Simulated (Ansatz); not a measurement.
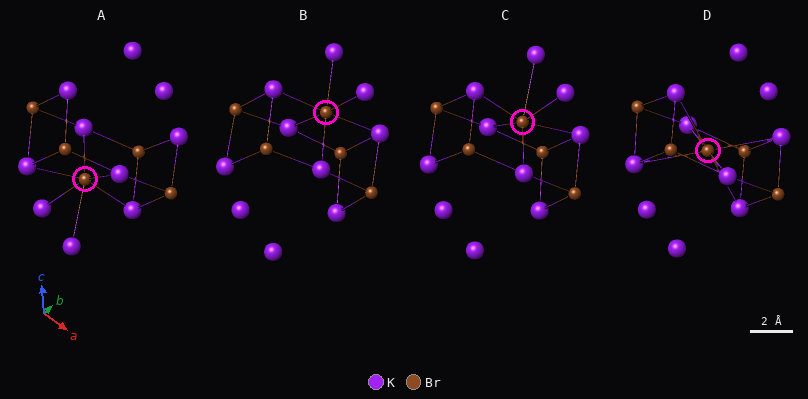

4 geometries from a converged minimum-energy path of a defect cell of composition K16Br15 (cell charge +1) (31 atoms in the cell), shuffled. Style: ball-and-stick. Shown: the atoms within 5.2 Å of the middle of the path, slightly off an axis. The moving atom is ringed, with any periodic copies. Bonds to atoms that aren't drawn are left out.

Method: DFT LDA, scalar-relativistic, plane waves, PAW (Ansatz). Settings: plane-wave cutoff 420 eV; k-point mesh 2 × 2 × 2; Gaussian smearing 0.02 eV; 5 movable images; climbing image.

### Which frame is the top of the path?

D. In order along the path, whose images run from 0 to 6: B (image 0, 0.00 eV), C (image 1, +0.15 eV), D (image 3, +0.80 eV), A (image 5, +0.15 eV). A Br atom travels furthest, 4.40 Å from end to end, along [−1 −1 −2], on a straight line. At the highest image its nearest neighbour (K) is 2.89 Å away, against 3.16 Å at the start, and the surrounding atoms stand up to 0.53 Å off the mean of their end positions.

Limits of the set-up: the cell is charged, on a uniform background, and energies carry no finite-size correction.

The run took 7 min on 8 threads of Intel(R) Xeon(R) Processor @ 2.70GHz (shared host), peak memory 7.3 GiB.
